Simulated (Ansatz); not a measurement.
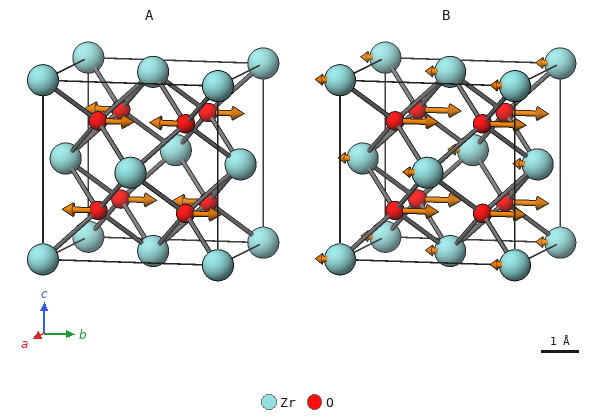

Modes of a crystal of ZrO$_{2}$ relaxed at 18 GPa, space group Fm-3m (No. 225), at the zone centre (one member of each degenerate set). The orange arrows are the displacements of the atoms (eigenvector over the root of the mass), of arbitrary overall length and sign. Style: ball-and-stick. Shown: the conventional cell (4 times the calculation's cell), slightly off an axis. Lengths and directions refer to the drawn axes.

Level of theory: DFT PBEsol, scalar-relativistic, plane waves, PAW (Ansatz).

Frequencies are those without the non-analytic (LO–TO) term.

Q: Which are infrared-active and which Raman-active?

A: A is T₂g, Raman-active by symmetry (621 cm⁻¹). B is T₁u, infrared-active by symmetry (313 cm⁻¹). The crystal has a centre of inversion, so no mode is both.
